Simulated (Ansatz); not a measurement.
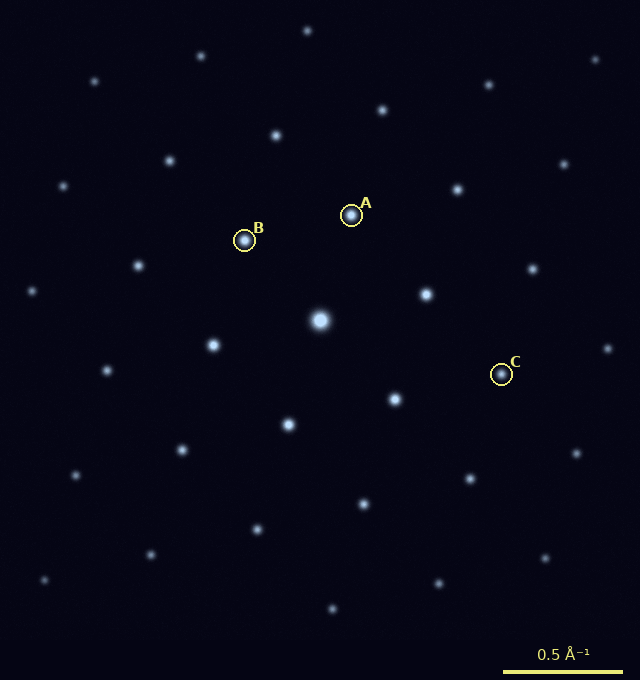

The pattern is a kinematic simulation for 200 kV electrons (no multiple scattering; isotropic B = 0.5 Å²). The zone axis points towards the electron source and the pattern is seen from the source side.

The sample is Ir, space group P6/mmm (No. 191), a = 4.334 Å, c = 2.673 Å (hexagonal axes). Structure: the input geometry of an electronic-structure calculation (not necessarily at equilibrium); the starting structure was generated, so it need not be a known form of this composition.

| atom | site | symmetry | x | y | z |
| --- | --- | --- | --- | --- | --- |
| Ir | 1a | 6/mmm | 0.0000 | 0.0000 | 0.0000 |
| Ir | 2d | -6m2 | 0.3333 | 0.6667 | 0.5000 |

Spot A is indexed -2 1 0 and spot B -1 -1 0.

Index the other marked spot.

Answer. C = A − 2B = 0 3 0 (d = 1.251 Å).

Give [uvw].

Answer. The cross product of A and B is parallel to [001]; every spot obeys hu + kv + lw = 0.

What are the spacings of A and B and the angle between them?

Answer. d(A) = 2.167 Å, d(B) = 2.167 Å, and the angle is 60.0°.
